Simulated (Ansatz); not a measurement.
The coordinates of a crystal:

```cif
data_structure
_symmetry_space_group_name_H-M 'P 1'
_symmetry_Int_Tables_number 1
_cell_length_a 3.6043
_cell_length_b 3.6043
_cell_length_c 5.8562
_cell_angle_alpha 90.000
_cell_angle_beta 90.000
_cell_angle_gamma 90.000
_cell_volume 76.08
loop_
_atom_site_label
_atom_site_type_symbol
_atom_site_fract_x
_atom_site_fract_y
_atom_site_fract_z
_atom_site_occupancy
Hf1 Hf 0.50000 0.50000 0.50000 1
Hf2 Hf 0.00000 0.00000 0.00000 1
O1 O 0.00000 0.50000 0.69325 1
O2 O 0.50000 0.00000 0.80675 1
O3 O 0.50000 0.00000 0.30675 1
O4 O 0.00000 0.50000 0.19325 1
```

Work out the structure from the coordinates.

Answer. Formula: HfO$_{2}$. It is primitive tetragonal, space group P4_2/nmc (No. 137). Atoms per cell: 6 (2 Hf, 4 O). The polyhedra are HfO8 cubes; they share edges. Each Hf has eight O in a distorted cubic arrangement at 2.13 to 2.54 Å. The coordination shell of O holds four Hf in a distorted tetrahedral arrangement at 2.13 to 2.54 Å. Not all metal-metal contacts are counted. The bonds build a three-dimensional framework.

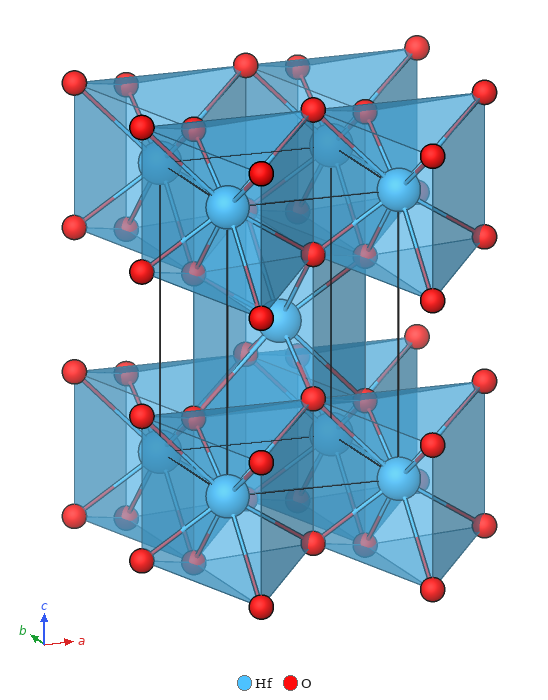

The image is a polyhedral drawing of a crystal, viewed slightly off an axis. Thin lines show the conventional unit cell, with boundary atoms drawn in all their periodic places. Some atoms of the next cells are drawn as well.

It goes back to a structure listed in the Materials Project. The cell was then strained or its atoms displaced on purpose. A calculation with Ansatz used it as input.

At this level of theory the cell isn't at rest (stretched, at -18 GPa and forces up to 1.2 eV/Å), so its distances can differ from those at equilibrium, the more so the softer the solid.
